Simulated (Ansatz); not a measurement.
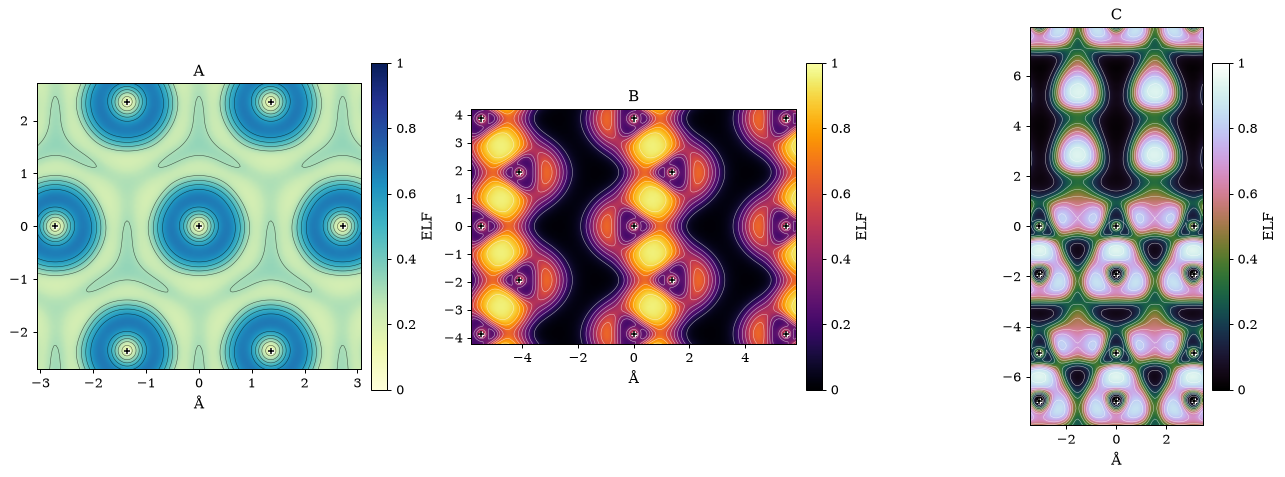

The electron localisation function of 3 systems, each on a plane through atoms (crosses mark nuclei in the plane).

Computed with DFT PBE, scalar-relativistic, plane waves, PAW in Ansatz.

System 1: Ru, the (001) plane of the conventional cell. Space group P6₃/mmc; computed without spin polarisation.

```
Ru
1.0
     2.72003    0.00000    0.00000
    -1.36001    2.35561    0.00000
     0.00000    0.00000    4.29677
Ru
2
Direct
  0.33333 0.66667 0.25000
  0.66667 0.33333 0.75000
```

System 2: SiC, the (100) plane of the conventional cell. Space group P6₃mc.

```cif
data_structure
_symmetry_space_group_name_H-M 'P 1'
_symmetry_Int_Tables_number 1
_cell_length_a 3.0950
_cell_length_b 3.0950
_cell_length_c 15.1864
_cell_angle_alpha 90.000
_cell_angle_beta 90.000
_cell_angle_gamma 120.000
_cell_volume 125.98
loop_
_atom_site_label
_atom_site_type_symbol
_atom_site_fract_x
_atom_site_fract_y
_atom_site_fract_z
_atom_site_occupancy
Si1 Si 0.00000 0.00000 0.12504 1
Si2 Si 0.00000 0.00000 0.62504 1
Si3 Si 0.33333 0.66667 0.29182 1
Si4 Si 0.66667 0.33333 0.79182 1
Si5 Si 0.33333 0.66667 0.95831 1
Si6 Si 0.66667 0.33333 0.45831 1
C1 C 0.00000 0.00000 0.99969 1
C2 C 0.00000 0.00000 0.49969 1
C3 C 0.33333 0.66667 0.16683 1
C4 C 0.66667 0.33333 0.66683 1
C5 C 0.33333 0.66667 0.83332 1
C6 C 0.66667 0.33333 0.33332 1
```

System 3: Si, the (101) plane of the conventional cell. Space group Fd-3m.

```yaml
crystal:
  lattice:
    - [5.46968, 0.00000, 0.00000]
    - [0.00000, 5.46968, 0.00000]
    - [0.00000, 0.00000, 5.46968]
  atoms:
    - { symbol: Si, position: [0.25000, 0.25000, 0.25000] }
    - { symbol: Si, position: [0.75000, 0.75000, 0.25000] }
    - { symbol: Si, position: [0.75000, 0.25000, 0.75000] }
    - { symbol: Si, position: [0.25000, 0.75000, 0.75000] }
    - { symbol: Si, position: [0.00000, 0.00000, 0.00000] }
    - { symbol: Si, position: [0.50000, 0.50000, 0.00000] }
    - { symbol: Si, position: [0.50000, 0.00000, 0.50000] }
    - { symbol: Si, position: [0.00000, 0.50000, 0.50000] }
```

> Which map belongs to which system?

Panel A is system 1, Ru: the plane holds Ru. Ru–Ru (2.72 Å): the ELF is about 0.30 at the midpoint. Panel B is system 3, Si: the plane holds Si. Si–Si (2.37 Å): the ELF peaks at about 0.95 between the atoms; a shared electron pair. Panel C is system 2, SiC: the plane holds Si and C. Si–C (1.90 Å): the ELF peaks at about 0.95 between the atoms, as expected for localised, covalent bonding.
